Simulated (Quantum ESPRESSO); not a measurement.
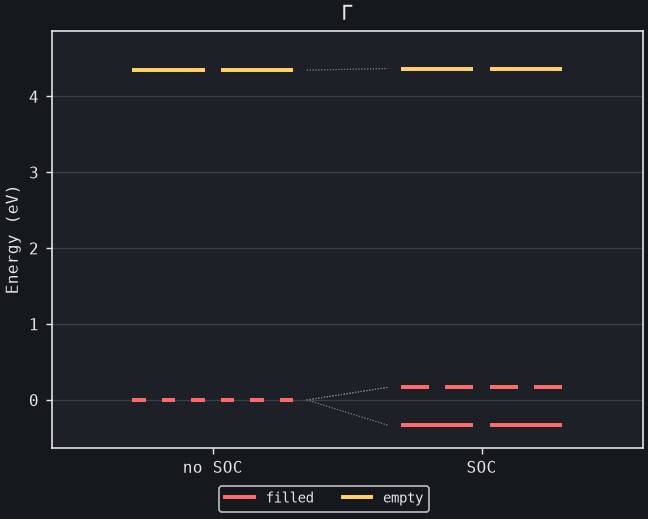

Levels at Γ, each bar one state with spin counted. Zero is the valence top without spin-orbit coupling, and the two sets are aligned on the mean of the six top valence states at Γ.

System: rocksalt RbBr, space group Fm-3m, 2 atoms in the primitive cell; cubic a = 6.854 Å. Run without spin-orbit coupling: PBE, SG15 PBE 1.2, 4×4×4 k mesh, 626 eV cutoff, Fermi-Dirac smearing of 0.05 eV (Quantum ESPRESSO 7.5). Run with it: PBE, PseudoDojo 0.4 FR PBE standard, 4×4×4 k mesh, 626 eV cutoff, Fermi-Dirac smearing of 0.05 eV (Quantum ESPRESSO 7.5). Neither carries moments.

> How does spin-orbit coupling split the valence top at Γ?

The threefold valence top at Γ (six states with spin) splits into a fourfold level on top and a twofold one 0.50 eV below it, the split-off level.

> What happens to the direct gaps?

The vertical gap goes from 4.35 to 4.20 eV at Γ. A third of the splitting is 0.17 eV, which accounts for the change at Γ: the fourfold level rises by about that much.

> And the smallest gap over all k points computed?

It narrows from 4.35 eV (valence top at Γ, conduction bottom at Γ) to 4.20 eV.

The two runs use different potential files, which adds a little to the differences. LDA, GGA and most meta-GGA functionals understate gaps.
